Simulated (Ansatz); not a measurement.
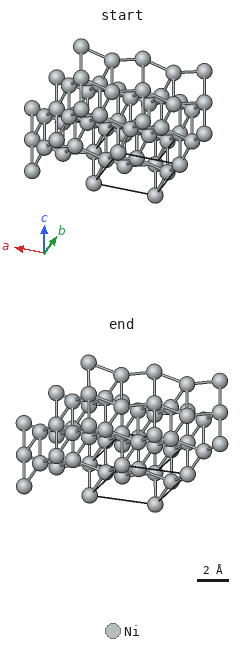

The structure of solid Ni (a generated structure, set up in I4_1/amd) before (top) and after (bottom) a relaxation, at one scale.

Style: ball-and-stick. Shown: the conventional cell (2 times the calculation's cell), repeated 2 × 2 × 2 with one cell outlined, from a free direction. Lengths and directions refer to the drawn axes.

Phase: beta-Sn type.

Method: DFT, PBE, plane waves (420 eV) with PAW, scalar-relativistic (Ansatz 0.2.0).

Input
```yaml
crystal:
  lattice:
    - [-2.1910720922, 2.1910720922, 1.1963253623]
    - [2.1910720922, -2.1910720922, 1.1963253623]
    - [2.1910720922, 2.1910720922, -1.1963253623]
  atoms:
    - { symbol: Ni, position: [0.0, 0.0, 0.0], spin: 0.8 }
    - { symbol: Ni, position: [0.75, 0.25, 0.5], spin: -0.8 }
hamiltonian:
  xc: pbe
  pseudopotentials:
    kind: paw
    azcp:
      Ni: "pseudopotentials/Ni.paw.azcp"
basis:
  ecutwfc: 420
  fft_grid_basis: typed
kpoints:
  mp_grid: { grid: [15, 15, 10], shift: [0, 0, 0] }
magnetization:
  spin_polarized: true
scf:
  occupations: { method: fermi_dirac, width: 0.05 }
relax:
  max_steps: 60
  f_tol: 0.01
  cell: {}
output:
  write_density: true
  write_potential: true
  elf: true
  volumetric_format: npy
```

Launched with:
```bash
ansatz run input.yaml --threads 1 --pin off --max-ram 3584MiB --backend cpu --events-out ev --progress --plain --runs-dir out
```

Question: Summarise the run.

Answer: The run was cut off at its time limit before the relaxation converged, so the last structure is only a point on the way. The largest moves relative to the cell, 0.004 Å, are those of Ni1 and Ni2. Ni2 goes along [1 −1 0]. The volume changes by +2.4 %, with a = b 4.382 → 4.491 Å (+2.5 %), c 2.393 → 2.399 Å (+0.3 %), α 90.0° → 89.4°, β 90.0° → 89.4°, γ 90.0° → 103.5°. Some distances before and after: Ni1–Ni2 2.271 → 2.324 Å, Ni1–Ni1 2.393 → 2.399 Å. Among the angles between lasting bonds that change: Ni2–Ni1–Ni2 94.0° → 80.7°, Ni2–Ni1–Ni2 94.0° → 106.5°, Ni2–Ni1–Ni2 94.0° → 81.9°. The space group (tolerance 0.01 Å) goes from I4_1/amd (No. 141) to C2/c (No. 15). Over 7 geometry steps the energy falls by 77.6 meV per atom. The largest force component goes from 0.0009 to 0.0038 eV/Å. The pressure goes from 5.80 to −3.06 GPa. The program noted that the starting moments weren't kept.
